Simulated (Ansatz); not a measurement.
**PtS₂: density, localisation and related maps**

Input file:

```
crystal:
  lattice:
    - [3.6059312036, 0.0, 0.0]
    - [-1.8029656018, 3.0766778587, 0.0]
    - [0.0, 0.0, 5.122711055]
  atoms:
    - { symbol: Pt, position: [0.0, 0.0, 0.0] }
    - { symbol: S, position: [0.3346053222, 0.6692106443, 0.2367993083] }
    - { symbol: S, position: [0.6653946778, 0.3307893557, 0.7632006917] }
kpoints:
  mp_grid: { grid: [6, 6, 4] }
  band_path:
    path:
      - [0.0, 0.0, 0.0]
      - [0.5, 0.0, 0.0]
      - [0.3333333333, 0.3333333333, 0.0]
      - [0.0, 0.0, 0.5]
      - [0.5, 0.0, 0.5]
      - [0.3333333333, 0.3333333333, 0.5]
      - [0.0, 0.25, 0.3333333333]
      - [0.0, 0.169271, 0.184896]
      - [0.283854, -0.002604, -0.294271]
    npoints: 1
hamiltonian:
  xc: hse06
scf:
  occupations: { method: fixed }
  n_extra_bands: 4
output:
  forces: true
  stress: true
  eigenvalues: true
  write_density: true
  write_potential: true
  elf: true
  volumetric_format: npy
```

Run with:

```sh
ansatz run input.yaml --threads 4 --pin off --max-ram 4608MiB --backend cpu --events-out ev --progress --plain --runs-dir out
```

Below, planes, directions and counts refer to the conventional cell (a = 6.15 Å, b = 3.61 Å, c = 5.12 Å, α = 90.00°, β = 90.00°, γ = 90.00°).

Space group C2/m; started from the 1T (CdI2) bulk prototype, which need not be the ambient phase; changed on purpose from its base cell (uniaxial x strain +1.5%); not relaxed (largest force 0.4 eV/Å); computed pressure about −2 GPa in this cell.

Level of theory: DFT, HSE06, plane waves, PAW (Ansatz 0.2.0).

Core electrons are frozen (PAW), and the valence fields are smoothed inside the atomic spheres.

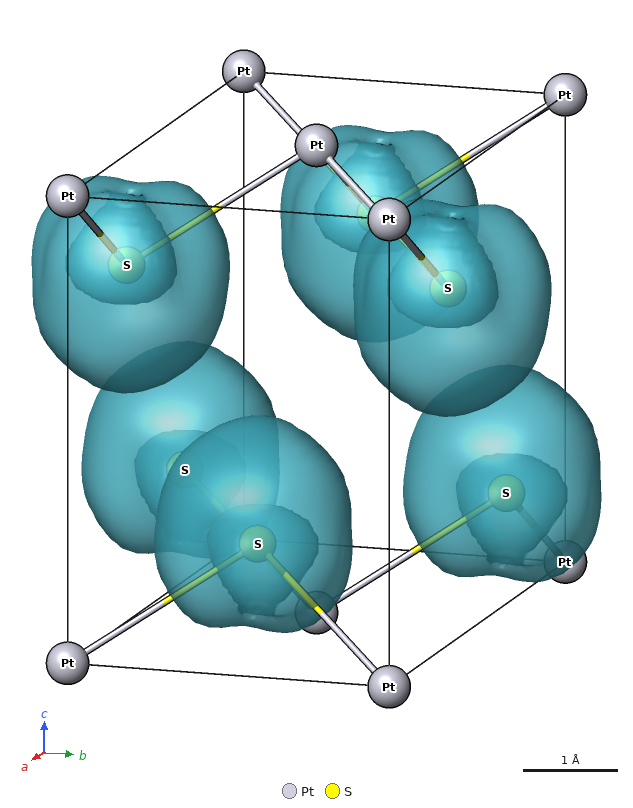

Figure 1. Isosurface of the electron localisation function at 0.7 (cyan), seen slightly off an axis. Only the valence region is drawn (cores and ρ < 0.01 e/Å³ removed). Sticks mark near contacts.

**Where are the electrons localised?**

The ELF exceeds this value in four regions wrapped around S (the valence shell of each), counted in one cell of 6 atoms. Regions shared between cells count once. Along the contacts the grid gives the following. Pt–S (2.39 Å): the ELF peaks at about 0.90 in the valence shell of S, 0.8 Å from its nucleus, and is about 0.50 at the midpoint.

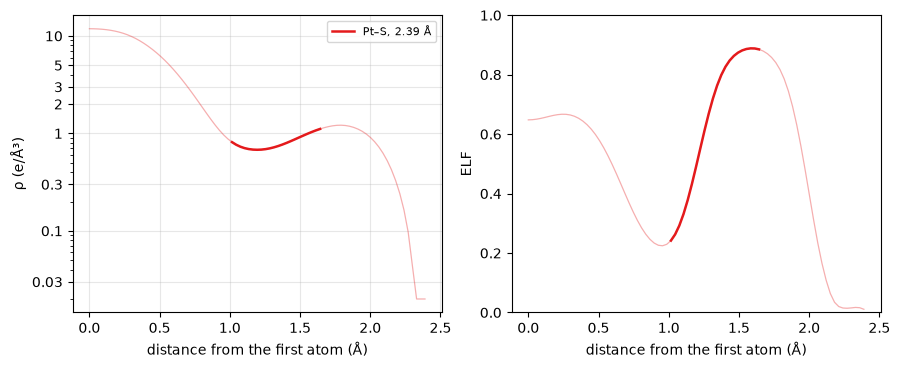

Figure 2. Valence pseudo-density and ELF along straight lines between neighbouring atoms. Thin, pale parts lie inside the atomic spheres.

**What can be read from the curves?**

Pt–S (2.39 Å): ρ at the midpoint is about 0.68 e/Å³; the ELF peaks at about 0.90 in the valence shell of S, 0.8 Å from its nucleus, and is about 0.50 at the midpoint.

**Does the calculation make it a metal, or give it a gap?**

It is gapped, with a Kohn–Sham gap of 1.2 eV on the k-point mesh, an upper bound to the gap of this method.
